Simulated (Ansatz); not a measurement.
The structure in question:

```
K
1.0
     4.73586    0.00000    0.00000
    -2.36793    4.07282    0.00000
     0.00000    0.00000    7.62428
K
2
Direct
  0.33119 0.66560 0.25000
  0.66560 0.33440 0.75000
```

What would you see if this were drawn?

Answer. The element is potassium. Strictly the space group is Cmcm (No. 63, within 0.01 Å). It is a distorted form of a primitive hexagonal structure, space group P6_3/mmc (No. 194) within 0.25 Å: hexagonal close-packed (Mg type). The cell holds two atoms.

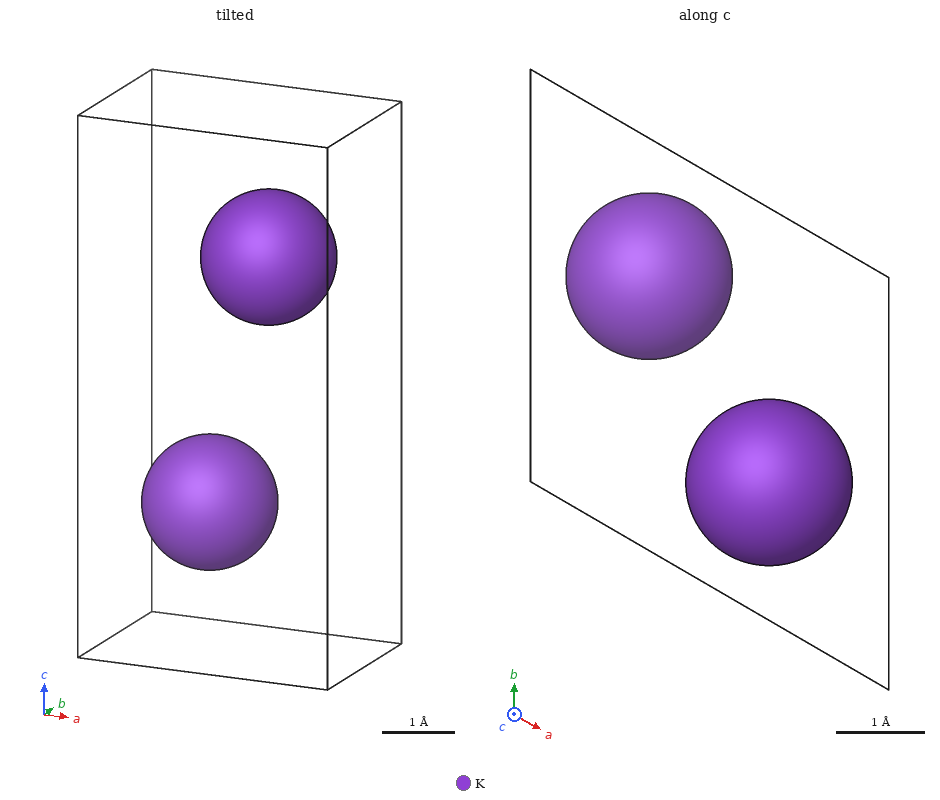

Crystal structure, spheres-only style, seen slightly off an axis and along the c axis. The lines enclose the unit cell; boundary atoms appear with their images. Colours: potassium purple.

The initial geometry was a structure listed in the Materials Project. The cell was then strained or its atoms displaced on purpose. It was relaxed at fixed volume with DFT PBE+D3(BJ), scalar-relativistic, plane waves, PAW in Ansatz.
